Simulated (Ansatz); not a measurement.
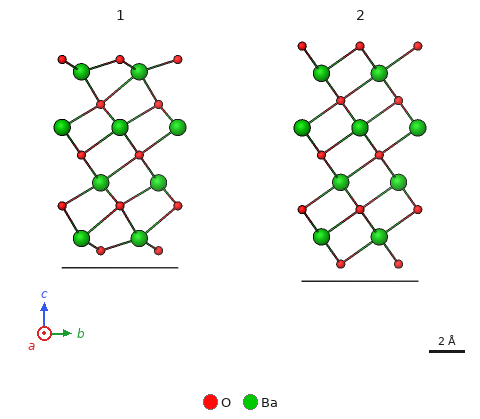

Two geometries of a slab of composition Ba₄O₅ (cut from the Fm-3m phase), drawn at one scale. One is the start of a relaxation, the other its converged end. A ball-and-stick model of the 2 × 2 repeat of the cell, outlined in the plane, without the vacuum, seen along the a axis.

The calculation used DFT PBEsol, scalar-relativistic, plane waves, PAW in Ansatz. Settings: plane-wave cutoff 420 eV; k-point mesh 9 × 9 × 1; occupations gaussian; smearing width 0.05 eV; no spin polarisation; dipole correction; atoms relaxed in a fixed cell; force threshold 0.02 eV/Å; at most 60 steps.

**Which one is relaxed?**

Structure 1 is the relaxed one. Case: (1 1 1) slab, atoms relaxed. The slab is the (1 1 1) face of BaO. The energy falls by 2.129 eV per cell of the calculation in 5 accepted moves (6 points after the start). Largest force component: 2.3 eV/Å at the start, 0.019 eV/Å at the end. 1 step only repeated the SCF at the same geometry. The largest moves relative to the layer's centre, 0.78 Å, are those of O atoms. By element the largest moves are O 0.78 Å, Ba 0.09 Å. The cell stays as it was. Among the contacts that change: Ba–O 2.745 → 2.352 Å, Ba–O 2.745 → 2.937 Å, Ba–O 2.745 → 2.610 Å, Ba–O 2.745 → 2.761 Å. Bond angles that change, for instance: O–Ba–O 180.0° → 157.4°, Ba–O–Ba 90.0° → 111.2°, O–Ba–O 90.0° → 111.2°.
